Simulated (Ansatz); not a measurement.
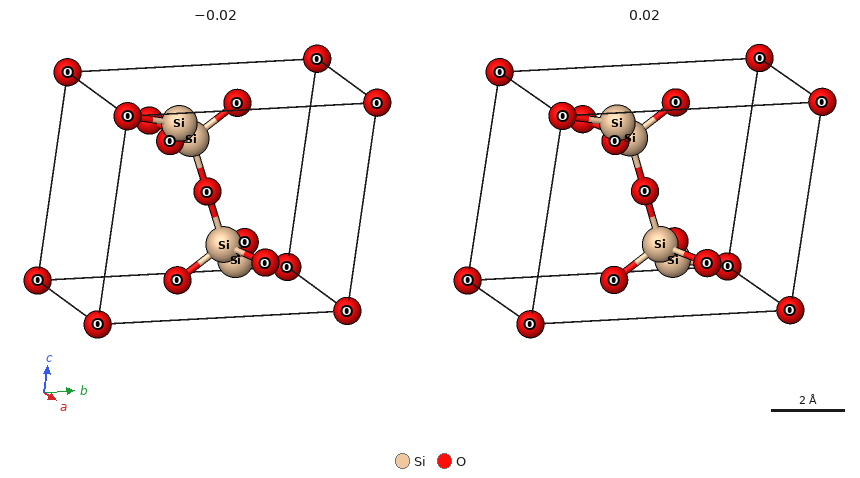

Crystalline SiO2 (set up in Imma), under strain along c alone (the other axes held, atoms relaxed), with energies (extrapolated to zero smearing) counted from the relaxed crystal, which is the row at zero. The picture shows the first and the last member. A ball-and-stick model of the cell of the calculation, reduced to other axes, seen slightly off an axis. Lengths and directions refer to the drawn axes.

Computed with Ansatz 0.2.0: DFT PBE, scalar-relativistic, plane waves, PAW. Set-up: plane-wave cutoff 420 eV; k-point mesh 6 × 6 × 6; occupations gaussian; smearing width 0.02 eV; no spin polarisation; atoms relaxed in a fixed cell; force threshold 0.008 eV/Å.

| strain | energy (meV/atom) | a (Å) | b (Å) | c (Å) | band gap (eV) |
| --- | --- | --- | --- | --- | --- |
| −0.02 | 2.16 | 5.272 | 6.948 | 7.084 | 5.45 |
| −0.01 | 0.67 | 5.279 | 7.019 | 7.087 | 5.41 |
| 0.0 | 0.00 | 5.287 | 7.090 | 7.090 | 5.39 |
| 0.01 | ? | ? | ? | ? | ? |
| 0.02 | 3.31 | 5.301 | 7.232 | 7.096 | 5.33 |

Q: One row is withheld. What does the calculation give there?

A: A parabola through three neighbouring rows (−0.01, 0.0, 0.02) gives, with Lagrange weights, (−0.3333)(0.67) + (1.0000)(0.00) + (0.3333)(3.31) = 0.88 meV/atom. The calculation gives 0.79 meV/atom (a = 5.294 Å, b = 7.161 Å, c = 7.093 Å). The estimate is 0.09 meV/atom too high. For the gap a parabola through the rows −0.01, 0.0, 0.02 gives 5.36 eV, and the calculation 5.36 eV (semilocal gaps, lower than measured ones as a rule). From the first member to the last: O–Si 1.601 → 1.627 Å, O–Si 1.623 → 1.629 Å.

The whole series:

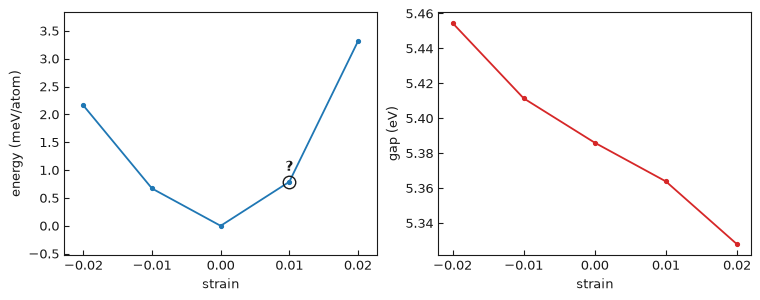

Each member starts from this one structure; whether another phase lies lower wasn't checked.
